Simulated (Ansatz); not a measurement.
```
Ta N
1.0
     4.24482    0.00000    0.00000
     0.00000    4.24482    0.00000
     0.00000    0.00000    4.24482
Ta N
4 4
Direct
  0.50000 0.00000 0.00000
  0.00000 0.50000 0.00000
  0.00000 0.00000 0.50000
  0.50000 0.50000 0.50000
  0.00000 0.00000 0.00000
  0.50000 0.50000 0.00000
  0.50000 0.00000 0.50000
  0.00000 0.50000 0.50000
```

Space group Fm-3m; computed pressure about 40 GPa in this cell.

The calculation used DFT PBEsol, scalar-relativistic, plane waves, PAW in Ansatz 0.2.0.

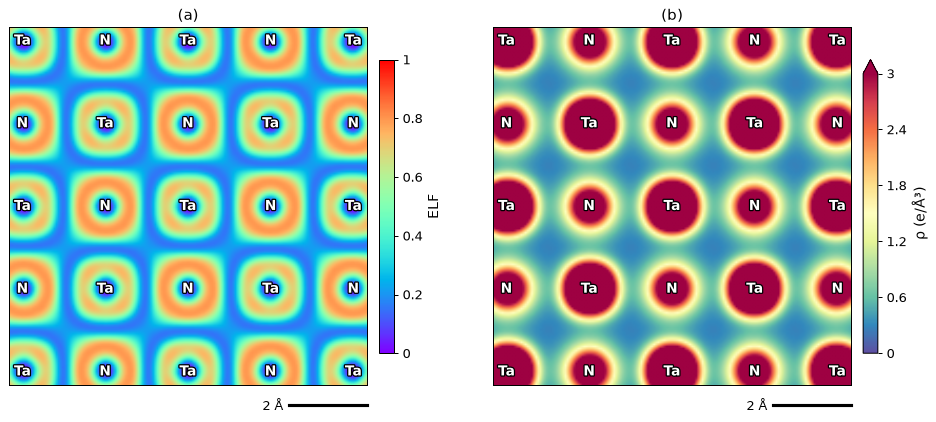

TaN. (a) electron localisation function; (b) valence pseudo-density on the (100) plane of the conventional cell.

Q: Interpret the plot.

A:
- The section cuts through Ta and N sites.
- Ta–N (2.12 Å): ρ at the midpoint is about 0.64 e/Å³; the ELF peaks at about 0.80 in the valence shell of N, 0.6 Å from its nucleus, and drops to about 0.15 between the two atoms: no shared electron pair shows on this line.
- Ta–Ta (3.00 Å): ρ at the midpoint is about 0.28 e/Å³; the ELF is about 0.20 at the midpoint (no shared electron pair shows on this line).
- Between the atoms the lowest density in this plane is 0.28 e/Å³.
- The features right at Ta lie inside the PAW spheres, where the map follows smoothed inner orbitals and isn't to be read closely.
